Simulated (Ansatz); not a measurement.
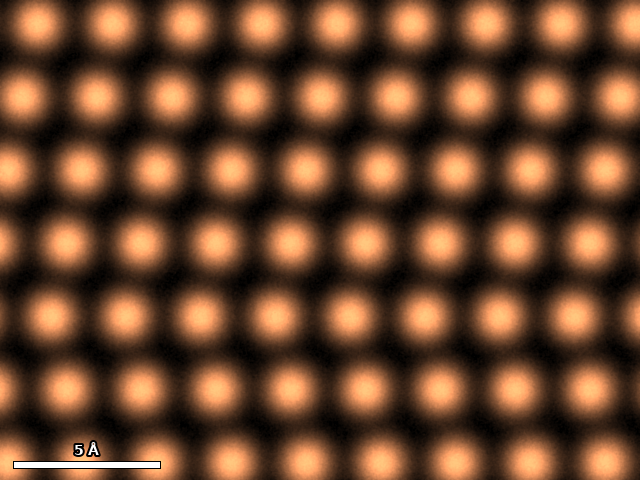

HAADF-like image of Li (I4/mmm, No. 139) along [100]. Simulation: incoherent imaging, intensity Z^1.7 per atom, probe width 1.30 Å, thin sample. The probe carries 15 % of its weight in a tail 2.5 times as wide. The display is stretched by a gamma of 0.8; percentages refer to the linear signal. Shot noise was added.

One planar defect was built into the perfect crystal by geometry alone, without relaxation. Host structure: the geometry relaxed with Ansatz, DFT r2SCAN, scalar-relativistic, plane waves, PAW; the starting structure was generated, so it need not be a known form of this composition.

Q: Find the planar defect and say what kind it is.

A twin boundary runs horizontally about 11 Å below the top edge. The part above it is the mirror image of the part below, so slanted rows of columns change direction there; the row on the boundary belongs to both.
